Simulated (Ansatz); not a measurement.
Crystal: AlN, the geometry relaxed with DFT PBE+D3(BJ), scalar-relativistic, plane waves, PAW in Ansatz.

```
CELL_PARAMETERS angstrom
4.37208 0.00000 0.00000
0.00000 4.37208 0.00000
0.00000 0.00000 4.37208
ATOMIC_POSITIONS crystal
Al 0.50000 0.50000 0.00000
N 0.75000 0.75000 0.25000
Al 0.50000 0.00000 0.50000
N 0.75000 0.25000 0.75000
Al 0.00000 0.50000 0.50000
N 0.25000 0.75000 0.75000
Al 0.00000 0.00000 0.00000
N 0.25000 0.25000 0.25000
```

Q: What does its first Brillouin zone look like, and which path through it is standard?

A: It has a face-centred cubic lattice (cF; extended symbol cF2). The zone is a truncated octahedron in its combinatorial type: 14 faces (6 with 4 edges, 8 with 6 edges), 36 edges, 24 vertices. Path: Γ–X–U | K–Γ–L–W–X.

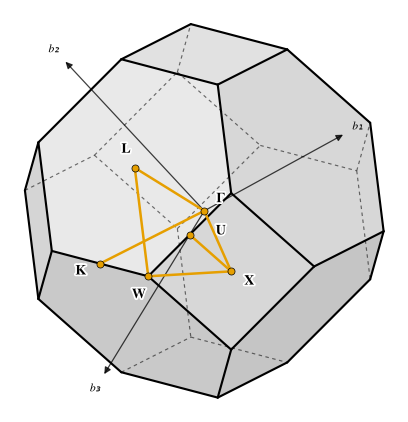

Labels and path follow the convention of Hinuma et al. (2017), as computed by seekpath; the arrows show the directions of the reciprocal primitive vectors b₁, b₂, b₃, in which coordinates are given; lengths include the factor 2π.

```tsv
point	k₁	k₂	k₃	length of k (1/Å)
Γ	0	0	0	0.000
X	1/2	0	1/2	1.437
L	1/2	1/2	1/2	1.245
W	1/2	1/4	3/4	1.607
K	3/8	3/8	3/4	1.524
U	5/8	1/4	5/8	1.524
```
